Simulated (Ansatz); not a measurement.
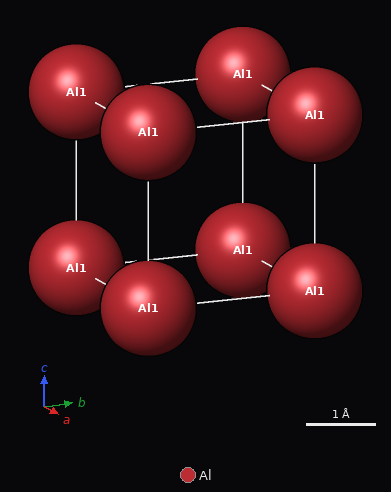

**Figure 1.** The structure as given in the input (spheres-only view of the cell of the calculation, seen slightly off an axis; atoms are numbered from 1 in the order of the input). An atom can appear more than once, as a periodic image.

**Geometry relaxation, with input and output: Al**

System: Al (1 atom in the cell).
Method: DFT, PBE, PAW with Ansatz's earlier generated frozen-core files (soft_1), scalar-relativistic, PAW set soft_1, no spin polarisation (Ansatz 0.2.0).

The structure was built on a prototype by a generator; it need not be a known phase. It belongs to a series of runs on one base structure; here: cell and atoms relaxed from a first guess. Figures and captions count atoms from 1; the log counts them from 0 in places.

## The program's output
```
Engine: ansatz 0.2.0, aarch64-unknown-linux-gnu
Pseudopotentials: kind: paw
Pseudopotential: Al, paw, valence charge 3, recommended cutoff 420 eV (normal), [file]
Functional definition: PBE
  parameter kappa = 0.804
  parameter beta = 0.06672455060314922
  exchange = pbe_x(kappa = kappa, mu = beta*pi^2/3)
  correlation = pbe_c(beta = beta)
Crystal: 1 atoms, lattice volume = 18.510 Å³
Basis set: ecut = 420 eV, 365 PW (Γ), exchange–correlation on 36×36×36 points (8 copies of the dense FFT grid, shifted against one another)
Bands: 6, of which v1, the nominal top of the filled ones, is band 2 counted from 1 (1 counted from 0)
Symmetry: 48 space group operations
Space group: Pm-3m (ITA 221), of the structure as read, at distance tolerance 2.6e-5 Å
k-points: 120 of 3375
Non-local potential: Al, projectors of the file, l = 0: 2, l = 1: 2, l = 2: 1
PAW form: soft (Blöchl's): semilocal exchange-correlation on the pseudo side does not see the compensation charge
PAW one-centre angular grid: Al, 110 points (default); XC on 64 Gauss nodes
Initial density: superposition of atomic densities (chi_scale 0.1, normalization cell)
Initial wavefunctions: pseudopotential atomic-orbital guess
Functional: x = pbe(κ = 0.804, μ = 0.2195149727645171), c = pbe(β = 0.06672455060314922)
SCF iter   1: F=—  HF=-537.127430 eV  |F-HF|=—  |Δ(HF+E_count)|=         —  Δρ=1.59e-2  dr2=4.45e-2  ethr=3.10e-3  ⟨swp⟩=4.8  Hψ=6524  notcnv=0
preconditioner: auto → none  [metal: Δε(μ)=0.067 eV  Ē_g=12.532 eV  σ=0.050 eV  W_gap=0.30  n_scr=0 (ndim 8)  ℏωp=14.9 eV  f_vac=0.000  D(μ)=0.31/eV (n_scr^D=0)]
SCF iter   2: F=—  HF=-537.113922 eV  |F-HF|=—  |Δ(HF+E_count)|=   1.35e-2  Δρ=7.98e-3  dr2=1.06e-2  ethr=1.48e-3  ⟨swp⟩=2.0  Hψ=2013  notcnv=0  defer=33
SCF iter   3: F=—  HF=-537.107766 eV  |F-HF|=—  |Δ(HF+E_count)|=   6.16e-3  Δρ=2.90e-4  dr2=1.88e-5  ethr=3.53e-4  ⟨swp⟩=2.0  Hψ=1163  notcnv=0  defer=40
SCF iter   4: F=—  HF=-537.107821 eV  |F-HF|=—  |Δ(HF+E_count)|=   5.50e-5  Δρ=4.76e-5  dr2=4.03e-7  ethr=6.27e-7  ⟨swp⟩=2.1  Hψ=888  notcnv=0  defer=40
SCF iter   5: F=-537.107821 eV  HF=-537.107821 eV  |F-HF|=6.67e-10  |Δ(HF+E_count)|=   1.58e-7  Δρ=1.02e-5  dr2=9.13e-9  ethr=3.33e-9  ⟨swp⟩=3.9  Hψ=1561  notcnv=0
SCF 1 converged in 5 iterations: F = -537.107821 eV  dr2 = 9.13e-9
  greatest PAW one-centre occupation: 0.485 electrons in one spin orbital (limit 2), on the Al atom at site 0 (counted from 0), in its partial waves of l = 0
relax step   1: F+E_penalty+E_count = -537.10782053 eV  Δ(F+E_penalty+E_count) = +0.000e0 eV  max|allowed force component| = 0.000e0 eV/Å  Δτ_max = 0.0000 Å  P = +5.860 GPa  Ω = 18.510 Å³  (5 SCF iters, dr2 threshold 1.00e-7 eV, accepted)
Crystal: 1 atoms, lattice volume = 19.918 Å³
Basis set: ecut = 420 eV, 389 PW (Γ), exchange–correlation on 36×36×36 points (8 copies of the dense FFT grid, shifted against one another)
Initial density: handed on by an earlier stage of this run
Initial wavefunctions: those handed on with the density
iter 1 solved again at ethr=7.21e-6 eV; its pass at ethr=3.10e-3 eV (dr2=2.16e-4 eV) is discarded
SCF iter   1: F=—  HF=-537.135323 eV  |F-HF|=—  |Δ(HF+E_count)|=         —  Δρ=1.13e-3  dr2=2.21e-4  ethr=7.21e-6  ⟨swp⟩=1.1  Hψ=7609  notcnv=0
preconditioner: auto → none  [insulator: Δε(μ)=0.146 eV  Ē_g=11.997 eV  σ=0.050 eV  W_gap=0.62  n_scr=0 (ndim 8)  ℏωp=14.4 eV  f_vac=0.000  D(μ)=0.29/eV (n_scr^D=0)  ε∞_Penn≈2.4]
SCF iter   2: F=—  HF=-537.134927 eV  |F-HF|=—  |Δ(HF+E_count)|=   3.96e-4  Δρ=5.79e-4  dr2=5.68e-5  ethr=7.21e-6  ⟨swp⟩=1.0  Hψ=720  notcnv=0
SCF iter   3: F=—  HF=-537.134808 eV  |F-HF|=—  |Δ(HF+E_count)|=   1.20e-4  Δρ=1.49e-5  dr2=3.90e-8  ethr=1.89e-6  ⟨swp⟩=1.9  Hψ=865  notcnv=0
SCF iter   4: F=-537.134860 eV  HF=-537.134860 eV  |F-HF|=4.41e-10  |Δ(HF+E_count)|=   5.28e-5  Δρ=3.01e-6  dr2=1.63e-9  ethr=1.30e-9  ⟨swp⟩=3.9  Hψ=1603  notcnv=0
SCF 2 converged in 4 iterations: F = -537.134860 eV  dr2 = 1.63e-9
  greatest PAW one-centre occupation: 0.482 electrons in one spin orbital (limit 2), on the Al atom at site 0 (counted from 0), in its partial waves of l = 0
relax step   2: F+E_penalty+E_count = -537.13486027 eV  Δ(F+E_penalty+E_count) = -2.704e-2 eV  max|allowed force component| = 0.000e0 eV/Å  Δτ_max = 0.0000 Å  P = +0.667 GPa  Ω = 19.918 Å³  energy of the carried Pulay correction = -2.344e-4 eV  (4 SCF iters, dr2 threshold 1.00e-7 eV, accepted)
Crystal: 1 atoms, lattice volume = 20.114 Å³
iter 1 solved again at ethr=9.86e-8 eV; its pass at ethr=3.10e-3 eV (dr2=2.96e-6 eV) is discarded
SCF iter   1: F=—  HF=-537.135241 eV  |F-HF|=—  |Δ(HF+E_count)|=         —  Δρ=1.43e-4  dr2=3.56e-6  ethr=9.86e-8  ⟨swp⟩=2.0  Hψ=7143  notcnv=0
preconditioner: auto → none  [insulator: Δε(μ)=0.149 eV  Ē_g=11.926 eV  σ=0.050 eV  W_gap=0.63  n_scr=0 (ndim 8)  ℏωp=14.3 eV  f_vac=0.000  D(μ)=0.29/eV (n_scr^D=0)  ε∞_Penn≈2.4]
SCF iter   2: F=—  HF=-537.135286 eV  |F-HF|=—  |Δ(HF+E_count)|=   4.50e-5  Δρ=7.21e-5  dr2=8.81e-7  ethr=9.86e-8  ⟨swp⟩=1.6  Hψ=804  notcnv=0
SCF iter   3: F=-537.135284 eV  HF=-537.135284 eV  |F-HF|=2.22e-10  |Δ(HF+E_count)|=   1.88e-6  Δρ=2.61e-6  dr2=8.76e-10  ethr=3.33e-9  ⟨swp⟩=2.4  Hψ=2152  notcnv=0
SCF 3 converged in 3 iterations: F = -537.135284 eV  dr2 = 8.76e-10
  greatest PAW one-centre occupation: 0.481 electrons in one spin orbital (limit 2), on the Al atom at site 0 (counted from 0), in its partial waves of l = 0
relax step   3: F+E_penalty+E_count = -537.13528445 eV  Δ(F+E_penalty+E_count) = -4.242e-4 eV  max|allowed force component| = 0.000e0 eV/Å  Δτ_max = 0.0000 Å  P = +0.082 GPa  Ω = 20.114 Å³  energy of the carried Pulay correction = -2.658e-4 eV  (3 SCF iters, dr2 threshold 1.00e-7 eV, accepted)
Crystal: 1 atoms, lattice volume = 20.142 Å³
iter 1 solved again at ethr=2.75e-9 eV; its pass at ethr=3.10e-3 eV (dr2=8.25e-8 eV) is discarded
SCF iter   1: F=—  HF=-537.135236 eV  |F-HF|=—  |Δ(HF+E_count)|=         —  Δρ=2.38e-5  dr2=9.80e-8  ethr=2.75e-9  ⟨swp⟩=2.1  Hψ=7139  notcnv=0
preconditioner: auto → none  [insulator: Δε(μ)=0.149 eV  Ē_g=11.916 eV  σ=0.050 eV  W_gap=0.63  n_scr=0 (ndim 8)  ℏωp=14.3 eV  f_vac=0.000  D(μ)=0.29/eV (n_scr^D=0)  ε∞_Penn≈2.4]
SCF iter   2: F=—  HF=-537.135287 eV  |F-HF|=—  |Δ(HF+E_count)|=   5.09e-5  Δρ=1.07e-5  dr2=1.87e-8  ethr=2.75e-9  ⟨swp⟩=2.0  Hψ=893  notcnv=0
SCF iter   3: F=-537.135287 eV  HF=-537.135287 eV  |F-HF|=2.06e-11  |Δ(HF+E_count)|=   3.37e-8  Δρ=1.49e-6  dr2=3.27e-10  ethr=5.62e-10  ⟨swp⟩=3.7  Hψ=1556  notcnv=0
SCF 4 converged in 3 iterations: F = -537.135287 eV  dr2 = 3.27e-10
relax step   4: F+E_penalty+E_count = -537.13528731 eV  Δ(F+E_penalty+E_count) = -2.861e-6 eV  max|allowed force component| = 0.000e0 eV/Å  Δτ_max = 0.0000 Å  P = +0.002 GPa  Ω = 20.142 Å³  energy of the carried Pulay correction = -2.702e-4 eV  (3 SCF iters, dr2 threshold 1.69e-8 eV, accepted)
Basis set: ecut = 420 eV, 389 PW (Γ), exchange–correlation on 40×40×40 points (8 copies of the dense FFT grid, shifted against one another)
Initial wavefunctions: pseudopotential atomic-orbital guess (no wavefunctions were taken with the density)
iter 1 solved again at ethr=2.49e-8 eV; its pass at ethr=3.10e-3 eV (dr2=7.48e-7 eV) is discarded
SCF iter   1: F=—  HF=-537.135756 eV  |F-HF|=—  |Δ(HF+E_count)|=         —  Δρ=5.59e-5  dr2=6.04e-8  ethr=2.49e-8  ⟨swp⟩=3.2  Hψ=8847  notcnv=0
SCF iter   2: F=—  HF=-537.135720 eV  |F-HF|=—  |Δ(HF+E_count)|=   3.59e-5  Δρ=2.80e-5  dr2=1.49e-8  ethr=2.01e-9  ⟨swp⟩=2.0  Hψ=892  notcnv=0
SCF iter   3: F=—  HF=-537.135721 eV  |F-HF|=—  |Δ(HF+E_count)|=   2.45e-7  Δρ=1.16e-6  dr2=1.34e-10  ethr=4.98e-10  ⟨swp⟩=2.0  Hψ=892  notcnv=0
SCF iter   4: F=-537.135721 eV  HF=-537.135721 eV  |F-HF|=5.68e-12  |Δ(HF+E_count)|=  1.57e-10  Δρ=1.88e-7  dr2=2.00e-12  ethr=1.00e-12  ⟨swp⟩=4.9  Hψ=1781  notcnv=0
SCF 5 converged in 4 iterations: F = -537.135721 eV  dr2 = 2.00e-12
relax step   5: F+E_penalty+E_count = -537.13572064 eV  Δ(F+E_penalty+E_count) = -4.333e-4 eV  max|allowed force component| = 0.000e0 eV/Å  Δτ_max = 0.0000 Å  P = +0.036 GPa  Ω = 20.142 Å³  stress off target by 3.61e-2 GPa  SCF on the basis re-selected at this cell (its energy is not comparable with the rows above)  (4 SCF iters)
```

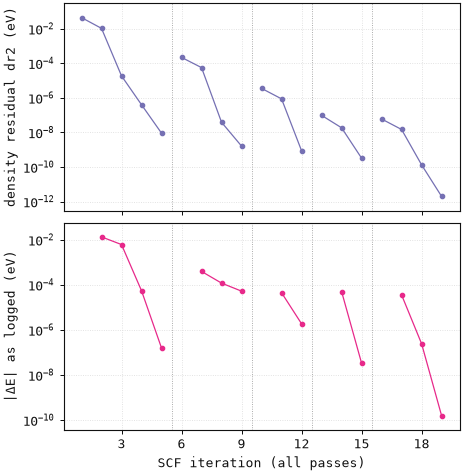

**Figure 2.** Convergence of the self-consistent field: density residual dr2 and size of the energy change against the SCF iteration. The dotted lines part the SCF passes of the relaxation: geometry steps, rejected trials and re-solves on a re-selected basis. The 5 passes take 3 to 5 iterations each, 19 in all.

```
basis re-selected at this cell: Δ(F+E_penalty+E_count) = -4.333e-4 eV, ΔP = +0.035 GPa vs the last step (what re-selecting the basis moved, of the pressure what is left beyond the Pulay correction that the steps carried, after the strain that the cell walked since its last selection, with what the two solves' SCF thresholds leave and, on support functions, any second-order correction that the steps lacked; it is no measure of the basis error at this ecutwfc). The dense FFT grid was sized anew with the basis: this SCF ran on 20×20×20 points, the steps before it on 18×18×18, so part of this shift can come from that change (see relax.cell in the input reference). This SCF's stress stands 3.61e-2 GPa from its target on what of the cell is left free (relax.cell.stress_tol is 5.00e-2 GPa) and its largest allowed force component is 0.00e0 eV/Å (relax.f_tol is 5.00e-3 eV/Å): within both
SCF converged after 4 iterations
Free energy (F): -537.135721 eV
Harris-Foulkes:  -537.135721 eV  (|F-HF|=5.68e-12)
Internal energy: -537.132953 eV  (E = F + TS)
E sigma→0 (E₀):  -537.134337 eV
Entropy (-TS):   -0.002767 eV (-2.767 meV/atom)
Fermi energy:    5.575197 eV
--- Per-component energies (eV) ---
  E_band       = 5.639967
  E_kinetic    = 20.658399
  E_local      = 5.006411  (includes V_loc(G=0)·N_el)
  E_nonlocal   = 10.480567
  E_hartree    = 0.434072
  E_xc         = -36.690065
  E_vxc        = -27.823965  (∫ρ·V_xc dr)
  E_paw        = -469.449823  (= ΣΔE_a)
  E_vpaw       = -3.549588  (= ΣTr[D̂ρ^β])
  E_aug_tail   = -0.000002  (compensation charges beyond the density's cutoff)
  E_ewald      = -67.572513
  E_smearing   = -0.002767  (= −TS)
  E_closure    = 0.000000  (closes the sum)
  Σ components = -537.135721   (vs F -537.135721, Δ=0.00e0)
--- Forces (eV/Å), atoms counted from 1 ---
  atom   1  Al     0.00000000     0.00000000     0.00000000
  max |Σ_I F_I| component: 3.85e-34 eV/Å
--- Stress (GPa, compression-positive) ---
        0.036121      -0.000000       0.000000
       -0.000000       0.036121      -0.000000
        0.000000      -0.000000       0.036121
  P = ⅓ Tr σ = 0.0361 GPa (0.361 kbar)
--- Relaxed structure (4 steps of the walk, 4 accepted, 1 SCFs on fresh bases) ---
  F+E_penalty+E_count = -537.13572064 eV   max|allowed force component| = 0.000e0 eV/Å   (the final SCF, on the basis selected at the relaxed cell)
  cell:  # Å, volume = 20.1418 Å³
    - [2.7208156377800456, 4.9432201905939056e-33, 2.5679065925163143e-34]
    - [4.9432201905939056e-33, 2.7208156377800456, -2.5679065925163143e-34]
    - [2.5679065925163143e-34, -2.5679065925163143e-34, 2.7208156377800456]
  atoms:
    - { symbol: Al, position: [0.0, 0.0, 0.0] }
```

## Trajectory as extended XYZ (Å, eV, eV/Å), 5 frames, from step=1 to step=5
```
1
Lattice="2.6453 0.0000 0.0000 0.0000 2.6453 0.0000 0.0000 0.0000 2.6453" Properties=species:S:1:pos:R:3:forces:R:3 step=1 energy=-537.10782 pressure_GPa=5.86
Al    0.0000    0.0000    0.0000    0.0000   0.0000   0.0000
1
Lattice="2.7107 0.0000 0.0000 0.0000 2.7107 0.0000 0.0000 0.0000 2.7107" Properties=species:S:1:pos:R:3:forces:R:3 step=2 energy=-537.13486 pressure_GPa=0.67
Al    0.0000    0.0000    0.0000    0.0000   0.0000   0.0000
1
Lattice="2.7196 0.0000 0.0000 0.0000 2.7196 0.0000 0.0000 0.0000 2.7196" Properties=species:S:1:pos:R:3:forces:R:3 step=3 energy=-537.13528 pressure_GPa=0.08
Al    0.0000    0.0000    0.0000    0.0000   0.0000   0.0000
1
Lattice="2.7208 0.0000 0.0000 0.0000 2.7208 0.0000 0.0000 0.0000 2.7208" Properties=species:S:1:pos:R:3:forces:R:3 step=4 energy=-537.13529 pressure_GPa=0.00
Al    0.0000    0.0000    0.0000    0.0000   0.0000   0.0000
1
Lattice="2.7208 0.0000 0.0000 0.0000 2.7208 0.0000 0.0000 0.0000 2.7208" Properties=species:S:1:pos:R:3:forces:R:3 step=5 energy=-537.13572 pressure_GPa=0.04
Al    0.0000    0.0000    0.0000    0.0000   0.0000   0.0000
```

This output came from the following input.

## Input
```yaml
crystal:
  lattice:
    - [2.645264288, 0.0, 0.0]
    - [0.0, 2.645264288, 0.0]
    - [0.0, 0.0, 2.645264288]
  atoms:
    - { symbol: Al, position: [0.0, 0.0, 0.0] }
kpoints:
  mp_grid: { grid: [15, 15, 15] }
scf:
  occupations: { method: fermi_dirac, width: 0.05 }
hamiltonian:
  xc: pbe
  pseudopotentials: { kind: paw, azcp: { folder: soft_1 } }
output:
  forces: true
  stress: true
relax:
  f_tol: 0.005
  max_steps: 80
  cell: {}
```

Launch command:
```bash
ansatz run input.yaml --threads 1 --pin off --max-ram 2048MiB --backend cpu --events-out ev --progress --plain --runs-dir out
```

## Results in brief

- outcome: converged
- space group (tolerance 0.01 Å): Pm-3m (221)
- electrons treated: 3
- free energy: −537.1357 eV
- Fermi energy: 5.575 eV
- pressure: 0.04 GPa
- final volume: 20.14 Å³
- largest force (length of the vector) at the end: under 0.001 eV/Å
- final cell: a = 2.721 Å, b = 2.721 Å, c = 2.721 Å, α = 90.00°, β = 90.00°, γ = 90.00°
- hardware: 1 thread of Arm Neoverse V2, 24 GiB of memory available, shared host
- wall time: 3 s
- peak memory: 0.26 GiB
